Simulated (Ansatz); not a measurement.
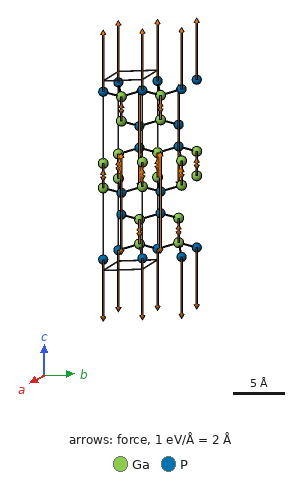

Starting geometry of a crystal of GaP (set up in R-3m) with the computed forces as orange arrows. A ball-and-stick model of the conventional cell (3 times the calculation's cell), repeated 1 × 2 × 1 with one cell outlined, seen slightly off an axis. Lengths and directions refer to the drawn axes.

Case: relaxed kmesh: [1, 1, 1] Gamma-centred.

The calculation used DFT PBE, scalar-relativistic, plane waves, PAW in Ansatz 0.2.0. Settings: plane-wave cutoff 420 eV; k-point mesh 1 × 1 × 1; occupations gaussian; smearing width 0.02 eV; no spin polarisation; cell and atoms relaxed; force threshold 0.01 eV/Å; at most 60 steps.

**Is this structure relaxed? If not, where do the atoms go?**

It isn't relaxed: the largest force vector, on P atoms, is 3.18 eV/Å. The final displacements have little in common with the starting forces (cosine between the two patterns −0.18). The energy falls by 13.066 eV per cell of the calculation in 24 accepted moves (28 points after the start). The largest force component goes from 3.2 to 0.0009 eV/Å. The pressure goes from 25.13 to 0.00 GPa. The line search rejected the trial step at point 15 of the run. At 3 points the geometry stayed and the basis and grid were re-selected for the new cell (energy shift of 0.627 eV per cell of the calculation at most each time). The largest moves relative to the cell, 1.22 Å, are those of Ga atoms. Largest moves by element: Ga 1.22 Å, P 0.14 Å. The volume changes by +110.9 %, with a = b 3.886 → 5.519 Å (+42.0 %), c 19.292 → 20.176 Å (+4.6 %). Some distances before and after: Ga–Ga 2.494 → 5.048 Å, Ga–P 2.403 → 3.191 Å, P–P 2.214 → 2.033 Å. Bonds break: Ga–Ga (2.49 → 5.05 Å). The space group stays R-3m (No. 166). The run took 30 s on 1 thread of Arm Neoverse V1 (shared host), peak memory 0.34 GiB.

Limits of the set-up: the k-point mesh is coarse for a cell with partly filled bands.
